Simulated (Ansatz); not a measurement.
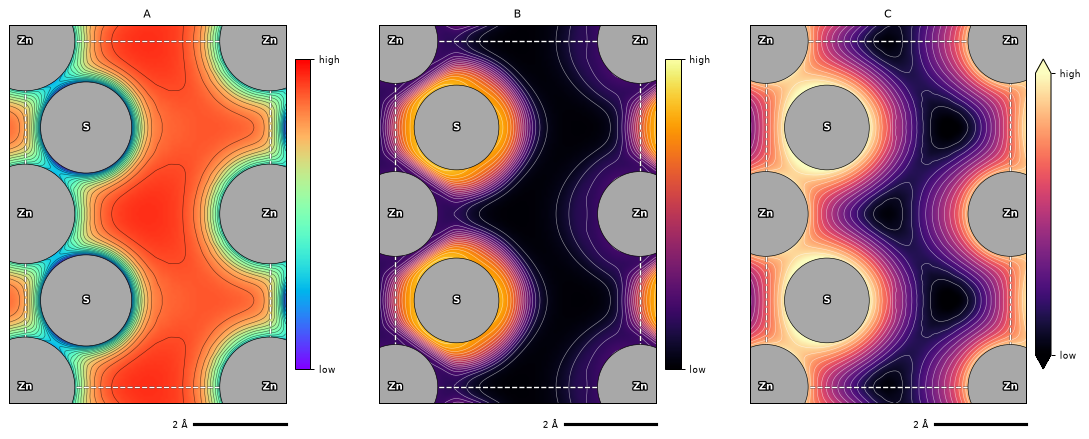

ZnS: 3 fields on the (101) plane of the conventional cell, with unlabelled colour scales. Grey discs cover the atomic cores.

Space group F-43m; a structure from a database of computed crystals, not necessarily the ambient phase.

The calculation used DFT PBEsol, scalar-relativistic, plane waves, PAW in Ansatz 0.2.0.

Q: The panels show electron localisation function, electrostatic potential energy of an electron and valence pseudo-density in some order. Assign them.

A: Panel A: electrostatic potential energy of an electron (low next to the atoms, rising into the space between them). Panel B: electron localisation function. Panel C: valence pseudo-density. From the grid: Zn–S (2.32 Å): ρ is about 0.53 e/Å³ halfway; the ELF peaks at about 0.90 in the valence shell of S, 0.8 Å from its nucleus, and is about 0.55 at the midpoint.
